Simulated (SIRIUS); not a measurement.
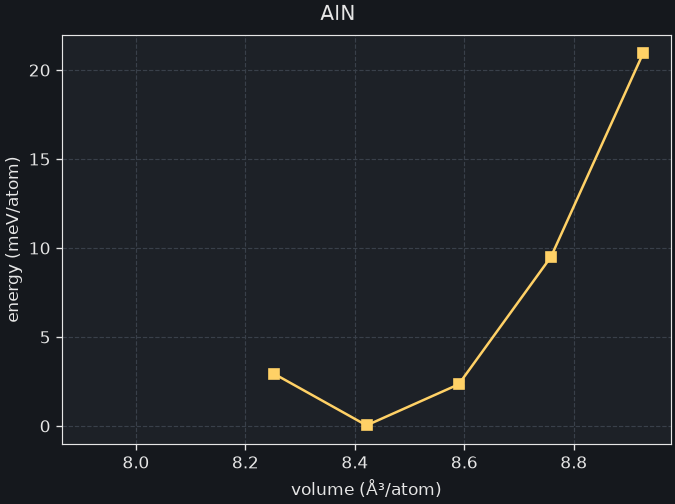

The figure shows the energy against volume for AlN, space group Fm-3m (No. 225).

Cell as given: a = 2.877 Å, b = 2.877 Å, c = 2.877 Å, α = 60.00°, β = 60.00°, γ = 60.00°; 2 atoms.

Computed with SIRIUS 7.12.0: all-electron LAPW DFT, no spin polarisation; energies at scaled volumes of the given cell, shape and fractions fixed, counted from the fit's minimum, third-order Birch-Murnaghan fit. Level: PBE.

```csv
setting,value
k mesh,11×11×11
occupations,Fermi–Dirac
smearing width,0.05 eV
potentials,all electron FP LAPW
program settings,"basis apw+lo standard, gk cutoff 4.61 1/bohr, pw cutoff 24 1/bohr"
```

The points at volume 7.9161 Å³/atom and 8.0845 Å³/atom are left out of the plot. What values does the calculation give there?

| volume (Å³/atom) | energy (meV/atom) |
| --- | --- |
| 7.9161 | 26.99 |
| 8.0845 | 11.71 |
